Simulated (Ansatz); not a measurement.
Input file:

```
crystal:
  lattice:
    - [2.981518865, 0.0, 0.0]
    - [-1.4907594325, 2.582071079, 0.0]
    - [0.0, 0.0, 4.792134]
  atoms:
    - { symbol: Pt, position: [0.6666666667, 0.3333333333, 0.75] }
    - { symbol: Pt, position: [0.3333333333, 0.6666666667, 0.25] }
basis:
  ecutwfc: 420
kpoints:
  mp_grid: { grid: [18, 18, 10] }
hamiltonian:
  xc: pbesol
scf:
  occupations: { method: gaussian, width: 0.15 }
output:
  forces: true
  stress: true
  eigenvalues: true
  write_density: true
  write_potential: true
  elf: true
  volumetric_format: npy
```

Command:

```sh
ansatz run input.yaml --threads 1 --pin off --max-ram 2560MiB --backend cpu --events-out ev --progress --plain --runs-dir out
```

Below, planes, directions and counts refer to the conventional cell (a = 2.98 Å, b = 2.98 Å, c = 4.79 Å, α = 90.00°, β = 90.00°, γ = 120.00°).

Space group P6₃/mmc; a structure from a database of computed crystals, not necessarily the ambient phase; changed on purpose from its base cell (strain +0.080 along x and y, +0.000 along z, atoms carried along); computed pressure about −32 GPa in this cell.

These are results of DFT PBEsol, scalar-relativistic, plane waves, PAW in Ansatz 0.2.0, not measurements.

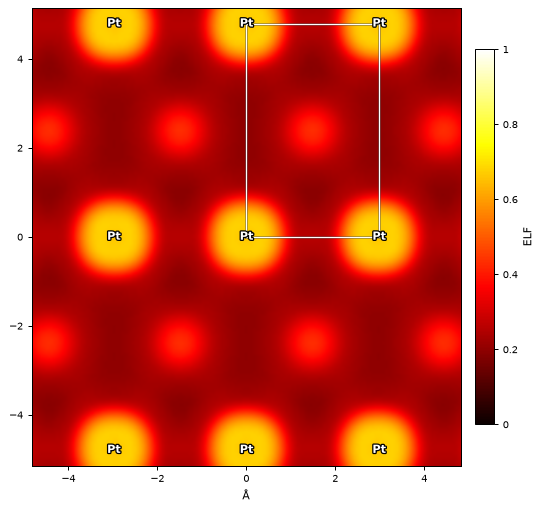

Pt. Electron localisation function on the (100) plane of the conventional cell.

Q: Read the bonding off the picture.

A:
- The plane passes through Pt nuclei.
- Atoms just off the plane (Pt, 0.9 Å away) can leave unmarked features too.
- The features right at Pt lie inside the PAW spheres, where the map follows smoothed inner orbitals and isn't to be read closely.
